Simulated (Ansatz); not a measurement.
System: TaN.

Input

```
crystal:
  lattice:
    - [-0.9151226559, 1.8302453118, 1.8302453118]
    - [1.8302453118, -0.9151226559, 1.8302453118]
    - [1.8302453118, 1.8302453118, -0.9151226559]
  atoms:
    - { symbol: Ta, position: [0.5, 0.5, 0.5] }
    - { symbol: "N", position: [0.0, 0.0, 0.0] }
basis:
  ecutwfc: 420
kpoints:
  mp_grid: { grid: [20, 20, 20] }
hamiltonian:
  xc: pbesol
scf:
  occupations: { method: gaussian, width: 0.15 }
output:
  forces: true
  stress: true
  eigenvalues: true
  write_density: true
  write_potential: true
  elf: true
  volumetric_format: npy
```

Launched as:

```sh
ansatz run input.yaml --threads 1 --pin off --max-ram 2560MiB --backend cpu --events-out ev --progress --plain --runs-dir out
```

Below, planes, directions and counts refer to the conventional cell (a = 2.75 Å, b = 2.75 Å, c = 2.75 Å, α = 90.00°, β = 90.00°, γ = 90.00°).

Space group Pm-3m; computed pressure about −8 GPa in this cell.

All numbers below come from DFT PBEsol, scalar-relativistic, plane waves, PAW in Ansatz.

What will maps of the valence pseudo-density and electron localisation function show?

Answer. Ta–N (2.38 Å): the density is about 0.39 e/Å³ at the midpoint; the ELF peaks at about 0.80 in the valence shell of N, 0.7 Å from its nucleus, and is about 0.15 at the midpoint; no localised pair shows between them.
Ta–Ta (2.75 Å): ρ at the midpoint is about 0.42 e/Å³; the ELF is about 0.45 at the midpoint.

Metal or insulator at this level of theory?

Answer. It is metallic or semimetallic at this level of theory: no gap opens; semilocal functionals without U, or without the true magnetic order, often close the gap of such compounds.

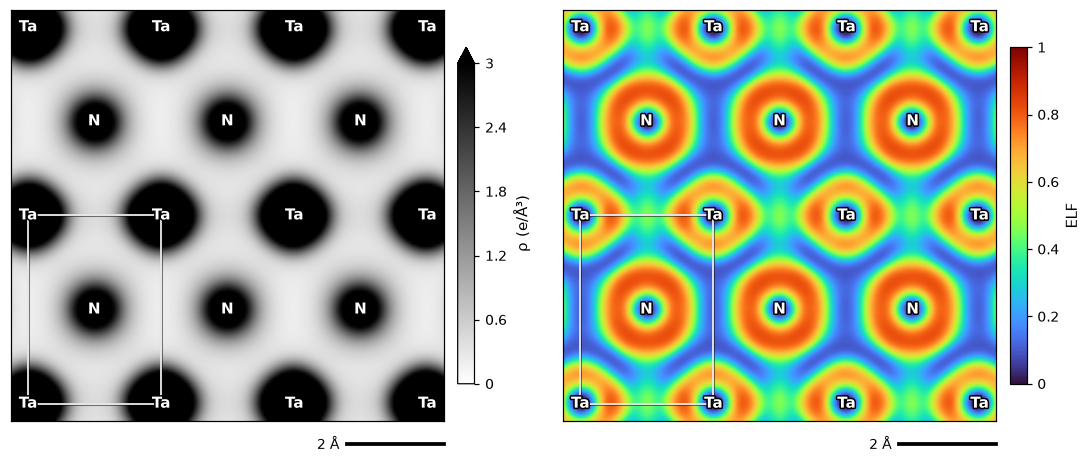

Computed valence pseudo-density and electron localisation function on the (101̄) plane of the conventional cell, in this order. 

Core electrons are frozen (PAW), and the valence fields are smoothed inside the atomic spheres.
